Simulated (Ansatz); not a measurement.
Take the following structure.

```
CELL_PARAMETERS angstrom
6.75929 0.00000 0.00000
0.00000 6.96834 0.00000
0.00000 0.00000 6.96834
ATOMIC_POSITIONS crystal
Ge 0.85055 0.14945 0.64945
Ge 0.64945 0.85055 0.14945
Ge 0.14945 0.64945 0.85055
Ge 0.35055 0.35055 0.35055
Ge 0.14945 0.85055 0.35055
Ge 0.35055 0.14945 0.85055
Ge 0.85055 0.35055 0.14945
Ge 0.14945 0.14945 0.14945
Ge 0.35055 0.64945 0.14945
Ge 0.14945 0.35055 0.64945
Ge 0.64945 0.14945 0.35055
Ge 0.85055 0.85055 0.85055
Ge 0.64945 0.35055 0.85055
Ge 0.85055 0.64945 0.35055
Ge 0.35055 0.85055 0.64945
Ge 0.64945 0.64945 0.64945
```

> What crystal do these data define?

The element is germanium. Space group Ibca (No. 73), lattice body-centred orthorhombic. The cell holds 16 atoms. The Ge atoms are each bonded to four Ge in a distorted tetrahedral arrangement at 2.40 to 2.51 Å. The bonds build a three-dimensional framework.

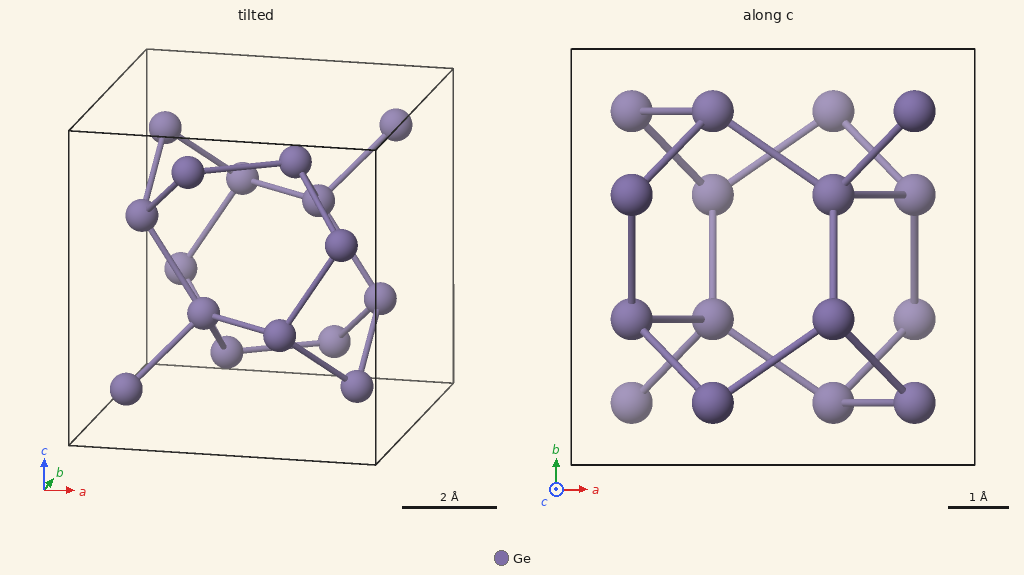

Drawn in the ball-and-stick manner and seen slightly off an axis and along the c axis. Atoms at the boundary of the conventional unit cell (the box) are drawn once for each face, edge or corner they touch.

Origin of the cell: a structure listed in the Materials Project. The cell was then strained or its atoms displaced on purpose. It went into a calculation with Ansatz.
